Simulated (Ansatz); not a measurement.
**Single-point calculation, with input and output: Al64P64 (part 2 of 2)**

Continued. System: Al64P64 (128 atoms in the cell). Method: DFT, HSE06, PAW, plane waves (Ansatz 0.2.0); cutoff 420 eV, 1×1×1 k-mesh, Fermi–Dirac smearing of 0.01 eV. The structure was built on a prototype by a generator.

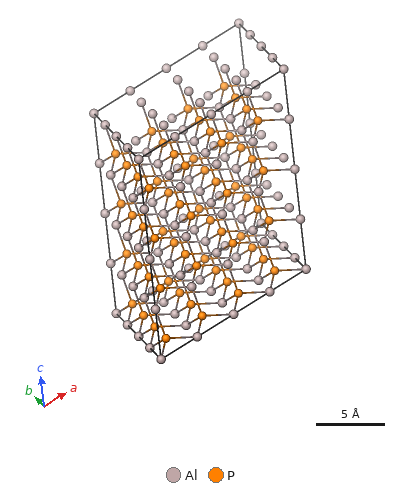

**Figure 1.** The structure (ball-and-stick view of the cell of the calculation, seen slightly off an axis).

Output, continued:
```
--- Per-component energies (eV) ---
  E_band       = -175.043590
  E_kinetic    = 6017.068097
  E_local      = -5261.777304  (includes V_loc(G=0)·N_el)
  E_nonlocal   = 2803.240857
  E_hartree    = 1617.126970
  E_xc         = -5313.314446
  E_vxc        = -4710.276405  (∫ρ·V_xc dr)
  E_exx        = -759.829024  (= α·E_x^exact, valence–valence)
  E_paw        = -66842.485447  (= ΣΔE_a)
  E_vpaw       = -737.898448  (= ΣTr[D̂ρ^β])
  E_aug_tail   = 0.000067  (compensation charges beyond the density's cutoff)
  E_ewald      = -15158.294796
  E_core_change = -7.712009  (= ΣΔE_core)
  E_smearing   = -0.000000  (= −TS)
  E_closure    = -0.000030  (closes the sum)
  Σ components = -82905.977065   (vs F -82905.977065, Δ=0.00e0)
--- Forces (eV/Å), atoms counted from 1 ---
  atom   1  Al    -0.00638431    -0.00638213    -0.00640922
  atom   2  Al    -0.00637986    -0.00637209    -0.00637837
  atom   3  Al    -0.00636686    -0.00637837    -0.00638123
  atom   4  Al    -0.00638446    -0.00638713    -0.00638431
  atom   5  Al    -0.00638082    -0.00638491    -0.00636554
  atom   6  Al    -0.00637965    -0.00638440    -0.00640521
  atom   7  Al    -0.00639361    -0.00639507    -0.00636962
  atom   8  Al    -0.00638133    -0.00639267    -0.00639773
  atom   9  Al    -0.00640278    -0.00639504    -0.00637313
  atom  10  Al    -0.00639805    -0.00638630    -0.00639452
  atom  11  Al    -0.00638876    -0.00638780    -0.00637297
  atom  12  Al    -0.00639782    -0.00638915    -0.00638670
  atom  13  Al    -0.00638922    -0.00638648    -0.00637302
  atom  14  Al    -0.00638078    -0.00638311    -0.00639616
  atom  15  Al    -0.00637884    -0.00637712    -0.00639447
  atom  16  Al    -0.00637953    -0.00638384    -0.00638619
  atom  17  Al    -0.00639887    -0.00638996    -0.00639886
  atom  18  Al    -0.00638180    -0.00637035    -0.00637588
  atom  19  Al    -0.00639399    -0.00639032    -0.00636950
  atom  20  Al    -0.00638654    -0.00638923    -0.00640607
  atom  21  Al    -0.00638274    -0.00638051    -0.00637086
  atom  22  Al    -0.00638095    -0.00637475    -0.00640632
  atom  23  Al    -0.00637143    -0.00638416    -0.00639711
  atom  24  Al    -0.00638982    -0.00640025    -0.00636467
  atom  25  Al    -0.00638197    -0.00639128    -0.00640001
  atom  26  Al    -0.00636932    -0.00638017    -0.00638024
  atom  27  Al    -0.00637873    -0.00638004    -0.00637951
  atom  28  Al    -0.00637479    -0.00639381    -0.00638622
  atom  29  Al    -0.00639036    -0.00638853    -0.00638278
  atom  30  Al    -0.00639940    -0.00638601    -0.00638225
  atom  31  Al    -0.00638810    -0.00637781    -0.00639601
  atom  32  Al    -0.00640169    -0.00639421    -0.00637241
  atom  33  Al    -0.00638640    -0.00638896    -0.00637900
  atom  34  Al    -0.00639240    -0.00638075    -0.00635832
  atom  35  Al    -0.00638053    -0.00637805    -0.00640716
  atom  36  Al    -0.00639814    -0.00639037    -0.00640362
  atom  37  Al    -0.00636883    -0.00637576    -0.00640664
  atom  38  Al    -0.00638310    -0.00639285    -0.00635788
  atom  39  Al    -0.00639089    -0.00638931    -0.00640167
  atom  40  Al    -0.00637593    -0.00637678    -0.00637880
  atom  41  Al    -0.00638055    -0.00638527    -0.00637610
  atom  42  Al    -0.00638217    -0.00639853    -0.00639161
  atom  43  Al    -0.00637408    -0.00638628    -0.00636812
  atom  44  Al    -0.00636980    -0.00637887    -0.00640230
  atom  45  Al    -0.00640222    -0.00639558    -0.00639823
  atom  46  Al    -0.00639072    -0.00637748    -0.00639822
  atom  47  Al    -0.00639829    -0.00638921    -0.00636156
  atom  48  Al    -0.00638890    -0.00638437    -0.00637898
  atom  49  Al    -0.00638531    -0.00637451    -0.00637894
  atom  50  Al    -0.00638079    -0.00638057    -0.00640713
  atom  51  Al    -0.00637584    -0.00638126    -0.00636246
  atom  52  Al    -0.00637449    -0.00636741    -0.00640511
  atom  53  Al    -0.00638830    -0.00639151    -0.00635703
  atom  54  Al    -0.00638155    -0.00639880    -0.00640121
  atom  55  Al    -0.00637462    -0.00638644    -0.00637744
  atom  56  Al    -0.00639128    -0.00639700    -0.00639882
  atom  57  Al    -0.00639456    -0.00638975    -0.00640231
  atom  58  Al    -0.00638675    -0.00639169    -0.00637677
  atom  59  Al    -0.00640321    -0.00639073    -0.00639408
  atom  60  Al    -0.00639121    -0.00638607    -0.00636460
  atom  61  Al    -0.00638200    -0.00638127    -0.00639772
  atom  62  Al    -0.00639302    -0.00638937    -0.00636643
  atom  63  Al    -0.00637313    -0.00638334    -0.00640555
  atom  64  Al    -0.00638454    -0.00637878    -0.00637947
  atom  65  P      0.00635389     0.00638018     0.00636781
  atom  66  P      0.00636320     0.00638341     0.00636404
  atom  67  P      0.00640252     0.00639846     0.00636860
  atom  68  P      0.00639489     0.00637068     0.00640401
  atom  69  P      0.00637390     0.00634130     0.00636038
  atom  70  P      0.00639051     0.00636379     0.00637542
  atom  71  P      0.00638802     0.00636614     0.00637583
  atom  72  P      0.00643617     0.00640785     0.00641782
  atom  73  P      0.00635616     0.00637529     0.00635959
  atom  74  P      0.00639087     0.00639719     0.00643731
  atom  75  P      0.00638832     0.00640897     0.00639675
  atom  76  P      0.00635504     0.00637753     0.00638626
  atom  77  P      0.00635153     0.00635391     0.00637655
  atom  78  P      0.00635698     0.00636962     0.00636530
  atom  79  P      0.00638421     0.00637725     0.00637066
  atom  80  P      0.00643176     0.00641037     0.00639075
  atom  81  P      0.00639560     0.00640950     0.00641917
  atom  82  P      0.00640158     0.00640666     0.00637740
  atom  83  P      0.00635648     0.00634918     0.00635238
  atom  84  P      0.00636628     0.00636356     0.00639592
  atom  85  P      0.00634286     0.00636117     0.00636167
  atom  86  P      0.00637751     0.00637942     0.00638807
  atom  87  P      0.00637780     0.00635671     0.00635269
  atom  88  P      0.00637803     0.00636506     0.00638422
  atom  89  P      0.00640126     0.00640322     0.00640048
  atom  90  P      0.00638536     0.00637304     0.00638455
  atom  91  P      0.00642190     0.00641957     0.00638407
  atom  92  P      0.00637885     0.00637370     0.00640326
  atom  93  P      0.00641478     0.00640738     0.00637152
  atom  94  P      0.00637770     0.00637232     0.00641480
  atom  95  P      0.00636515     0.00636912     0.00635466
  atom  96  P      0.00636839     0.00636164     0.00637396
  atom  97  P      0.00641213     0.00640442     0.00644043
  atom  98  P      0.00636897     0.00638460     0.00643331
  atom  99  P      0.00636882     0.00633537     0.00631781
  atom 100  P      0.00634714     0.00637661     0.00632733
  atom 101  P      0.00637430     0.00635679     0.00632845
  atom 102  P      0.00635839     0.00634491     0.00639837
  atom 103  P      0.00636177     0.00638939     0.00633415
  atom 104  P      0.00641771     0.00639628     0.00644414
  atom 105  P      0.00638719     0.00638876     0.00640403
  atom 106  P      0.00641139     0.00637868     0.00636818
  atom 107  P      0.00637075     0.00639173     0.00642168
  atom 108  P      0.00639138     0.00639423     0.00633735
  atom 109  P      0.00640069     0.00639877     0.00637598
  atom 110  P      0.00637819     0.00640588     0.00634357
  atom 111  P      0.00635755     0.00635547     0.00640032
  atom 112  P      0.00638098     0.00638834     0.00639918
  atom 113  P      0.00638137     0.00642951     0.00644506
  atom 114  P      0.00633886     0.00637393     0.00631648
  atom 115  P      0.00639561     0.00639162     0.00643912
  atom 116  P      0.00636199     0.00637479     0.00631855
  atom 117  P      0.00636066     0.00634694     0.00640277
  atom 118  P      0.00640996     0.00636268     0.00632893
  atom 119  P      0.00641436     0.00639556     0.00644292
  atom 120  P      0.00641383     0.00640324     0.00636818
  atom 121  P      0.00635840     0.00635363     0.00634025
  atom 122  P      0.00637302     0.00636107     0.00640636
  atom 123  P      0.00636323     0.00641379     0.00637439
  atom 124  P      0.00636979     0.00637006     0.00642628
  atom 125  P      0.00638497     0.00638618     0.00633997
  atom 126  P      0.00633452     0.00636729     0.00639246
  atom 127  P      0.00642226     0.00637776     0.00633852
  atom 128  P      0.00640233     0.00638926     0.00639872
  max |Σ_I F_I| component: 3.33e-4 eV/Å
--- Band table (eV) ---
  k-point 0: bands = ["-8.1346", "-7.7680", "-7.5298", "-7.5298", "-7.5298", "-7.4036", "-7.4036", "-7.4036", "-7.3057", "-7.3057", ... 174 levels left out ..., "2.6213", "2.6213", "2.6213", "2.6213", "2.6213", "2.6213", "2.7955", "2.7955", "2.7955", "2.8718", "2.8718", "2.8718", "2.9083", "2.9083", "2.9083", "2.9083", "2.9083", "2.9083", "2.9427", "2.9427", "2.9427", "2.9483", "2.9483", "2.9483", "3.1267", "3.1267", "3.1267", "3.3515", "3.3515",
      "3.3515", "3.3622", "3.3622", "3.3622", "3.3724", "3.3724", "3.3724", "3.4324", "3.4324", "3.4324", "3.4688", "3.4688", "3.4688", "3.4688", "3.4688", "3.4688", "3.5822", "3.5822", "3.5822", "3.6064", "3.6064", "3.6064", "3.7075", "3.7075", "3.8573", "3.8573", "3.8573", "3.8605", "3.8605", "3.8605", "3.8903", "3.8903", "4.0483", "4.0483", "4.0483", "4.1077", "4.1077", "4.1077", "4.1344", "4.2080",
      "4.2080", "4.4740", "4.4741", "6.9768", "6.9768", "6.9768", "7.6845", "7.6845", "7.6845", "7.9805", "7.9805", "7.9805", "8.0577", "8.0577", "8.0577", "8.0720", "8.0720", "8.0720", "8.1968", "8.1968", "8.1968", "8.1968", "8.1968", "8.1968", "8.2248", "8.2432", "8.2432", "8.2432", "8.4489", "8.4489", "8.4489", "8.5052", "8.5531", "8.5531", "8.5531", "8.5532", "8.5532", "8.5532", "8.5607", "8.5607",
      "8.5607", "8.6226", "8.6226", "8.6226", "8.7931", "8.7931", "8.7931", "8.9077", "8.9077", "8.9077", "8.9863", "8.9868", "9.0314", "9.0314", "9.0314", "9.2324", "9.2324", "9.2324", "9.3646", "9.3646", "9.3646", "9.3646", "9.3646", "9.3646", "9.3865", "9.3865", "9.3865", "9.3865", "9.3865", "9.3865", "9.5019", "9.5019", "9.5019", "9.6336", "9.6336", "9.6336", "9.9534", "9.9534", "9.9534", "9.9641",
      "9.9641", "9.9641", "10.0841", "10.1121", "10.1121", "10.1365", "10.1365", "10.1365", "10.3162", "10.3162", "10.3532", "10.3532", "10.3532", "10.4528", "10.4528", "10.4528", "10.5530", "10.5530", "10.5704", "10.5704", "10.5894", "10.5894", "10.5894", "10.6458", "10.6458", "10.6458", "10.6458", "10.6458", "10.6458", "10.6927", "10.6927", "10.6927", "10.6974", "10.6974", "10.6974", "10.6974", "10.6974", "10.6974", "10.7398", "10.7398",
      "10.7398", "10.7398", "10.7398", "10.7398", "10.7965", "10.7965", "10.7965", "10.8742", "10.8742", "10.8742", "10.9254"]
--- Löwdin populations: 128 sites ---
  site symbol       q [e]
     0     Al      2.5671
     1     Al      2.5671
     2     Al      2.5671
     3     Al      2.5671
     4     Al      2.5671
     5     Al      2.5671
     6     Al      2.5671
     7     Al      2.5671
     8     Al      2.5671
     9     Al      2.5671
    10     Al      2.5671
    11     Al      2.5671
    12     Al      2.5671
    13     Al      2.5671
    14     Al      2.5671
    15     Al      2.5671
    16     Al      2.5671
    17     Al      2.5671
    18     Al      2.5671
    19     Al      2.5671
    20     Al      2.5671
    21     Al      2.5671
    22     Al      2.5671
    23     Al      2.5671
    24     Al      2.5671
    25     Al      2.5671
    26     Al      2.5671
    27     Al      2.5671
    28     Al      2.5671
    29     Al      2.5671
    30     Al      2.5671
    31     Al      2.5671
    32     Al      2.5671
    33     Al      2.5671
    34     Al      2.5671
    35     Al      2.5671
    36     Al      2.5671
    37     Al      2.5671
    38     Al      2.5671
    39     Al      2.5671
    40     Al      2.5671
    41     Al      2.5671
    42     Al      2.5671
    43     Al      2.5671
    44     Al      2.5671
    45     Al      2.5671
    46     Al      2.5671
    47     Al      2.5671
    48     Al      2.5671
    49     Al      2.5671
    50     Al      2.5671
    51     Al      2.5671
    52     Al      2.5671
    53     Al      2.5671
    54     Al      2.5671
    55     Al      2.5671
    56     Al      2.5671
    57     Al      2.5671
    58     Al      2.5671
    59     Al      2.5671
    60     Al      2.5671
    61     Al      2.5671
    62     Al      2.5671
    63     Al      2.5671
    64      P      5.3703
    65      P      5.3703
    66      P      5.3703
    67      P      5.3703
    68      P      5.3703
    69      P      5.3703
    70      P      5.3703
    71      P      5.3703
    72      P      5.3703
    73      P      5.3703
    74      P      5.3703
    75      P      5.3703
    76      P      5.3703
    77      P      5.3703
    78      P      5.3703
    79      P      5.3703
    80      P      5.3703
    81      P      5.3703
    82      P      5.3703
    83      P      5.3703
    84      P      5.3703
    85      P      5.3703
    86      P      5.3703
    87      P      5.3703
    88      P      5.3703
    89      P      5.3703
    90      P      5.3703
    91      P      5.3703
    92      P      5.3703
    93      P      5.3703
    94      P      5.3703
    95      P      5.3703
    96      P      5.3703
    97      P      5.3703
    98      P      5.3703
    99      P      5.3703
   100      P      5.3703
   101      P      5.3703
   102      P      5.3703
   103      P      5.3703
   104      P      5.3703
   105      P      5.3703
   106      P      5.3703
   107      P      5.3703
   108      P      5.3703
   109      P      5.3703
   110      P      5.3703
   111      P      5.3703
   112      P      5.3703
   113      P      5.3703
   114      P      5.3703
   115      P      5.3703
   116      P      5.3703
   117      P      5.3703
   118      P      5.3703
   119      P      5.3703
   120      P      5.3703
   121      P      5.3703
   122      P      5.3703
   123      P      5.3703
   124      P      5.3703
   125      P      5.3703
   126      P      5.3703
   127      P      5.3703
  spilling = 0.007822 (of n_electrons = 512.000000)
```

Key numbers:

| quantity | value |
| --- | --- |
| outcome | converged |
| space group (tolerance 0.01 Å) | F-43m (216) |
| electrons treated | 512 |
| free energy | −82905.9771 eV |
| Fermi energy | 5.723 eV |
| largest force (length of the vector) | 0.011 eV/Å |
| hardware | 1 × NVIDIA GB300, 8 threads of Arm Neoverse-V2, shared host |
| wall time | 97 s (CPU time 7.6 min) |
| peak memory | 7.5 GiB |

Notes:

The k-point mesh is coarse for a cell of this size, so the results may not be converged.
